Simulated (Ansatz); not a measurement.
Input

```
crystal:
  lattice:
    - [2.916784346, 0.0, 0.0]
    - [-1.458392173, 2.526009341, 0.0]
    - [0.0, 0.0, 6.3213350143]
  atoms:
    - { symbol: Cd, position: [0.0, 0.0, 0.5] }
    - { symbol: Se, position: [0.0, 0.0, 0.0] }
basis:
  ecutwfc: 420
kpoints:
  mp_grid: { grid: [24, 24, 10] }
hamiltonian:
  xc: pbe
scf:
  occupations: { method: gaussian, width: 0.1 }
output:
  forces: true
  stress: true
  eigenvalues: true
  write_density: true
  write_potential: true
  elf: true
  volumetric_format: npy
relax:
  adjacent_minimum: "off"
  f_tol: 0.01
  max_steps: 80
  cell: { stress_tol: 0.05 }
```

Launched as:

```sh
ansatz run input.yaml --threads 1 --pin off --max-ram 2048MiB --backend cpu --events-out ev --progress --plain --runs-dir out
```

Below, planes, directions and counts refer to the conventional cell (a = 2.95 Å, b = 2.95 Å, c = 6.15 Å, α = 90.00°, β = 90.00°, γ = 120.00°).

The fields are those of the relaxed geometry.

Space group P6/mmm; a structure generated by program, which may or may not match a known phase.

Level of theory: DFT PBE, scalar-relativistic, plane waves, PAW (Ansatz).

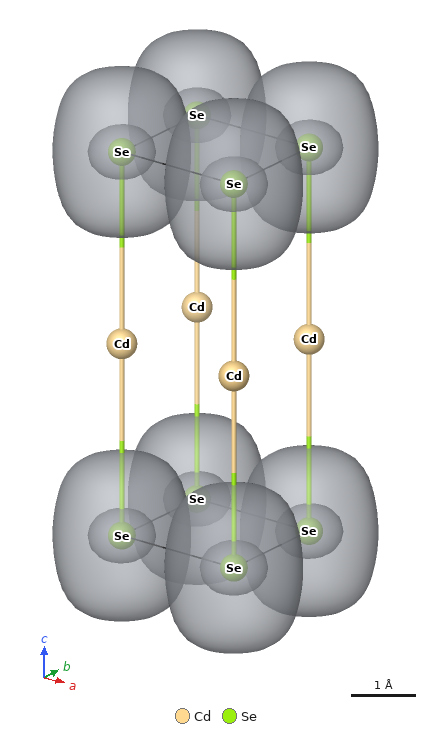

CdSe. Isosurface of the ELF at 0.6 (grey), seen slightly off an axis. Only the valence region is drawn (cores and ρ < 0.01 e/Å³ removed). Sticks mark near contacts.

In a PAW calculation such maps are meaningful between the atoms, not at the nuclei.

**Identify the bonds, lone pairs and shells in this picture.**

The surface consists of one region wrapped around Se (its valence shell), counted in one cell of 2 atoms. Regions shared between cells count once.

Values along the shortest contacts:
Cd–Se (3.08 Å): the ELF is about 0.25 at the midpoint and 0.15 at its lowest between the atoms.

**Metal or insulator at this level of theory?**

It is gapless in this calculation (a metal or semimetal).
